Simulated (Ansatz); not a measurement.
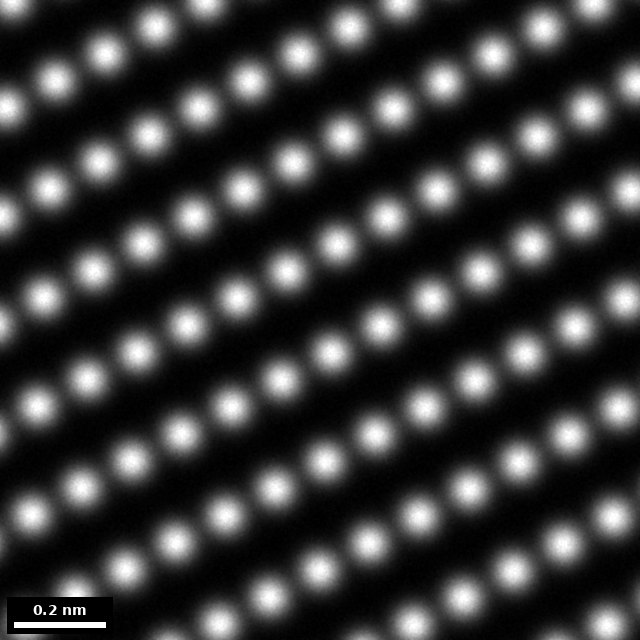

HAADF-like image of Ni (Fm-3m, No. 225). Simulated incoherent Z contrast: every atom adds Z^1.7 spread by a probe of 0.69 Å full width; channelling and multiple scattering are left out. The probe carries 25 % of its weight in a tail 2.5 times as wide. Shot noise was added. Structure: coordinates from a relaxation with DFT PBE, scalar-relativistic, plane waves, PAW (Ansatz 0.2.0); the starting structure was generated, so it need not be a known form of this composition.

Space group Fm-3m (No. 225). a = 3.511 Å, b = 3.511 Å, c = 3.511 Å, α = 90.00°, β = 90.00°, γ = 90.00°
```json
{"atom": "Ni", "site": "4b", "symmetry": "m-3m", "x": "0.5000", "y": "0.0000", "z": "0.0000"}
```

Q: Which beam direction gives this image, [210], [211], [001] or [221]? (Directions equivalent by symmetry count as one.)

A: [211]. The projected cells are 0.79 × 1.76 Å, 90° for [210]; 1.24 × 2.03 Å, 90° for [211]; 1.76 × 1.76 Å, 90° for [001]; 0.83 × 1.31 Å, 108° for [221], and the image repeats as the [211] one does.
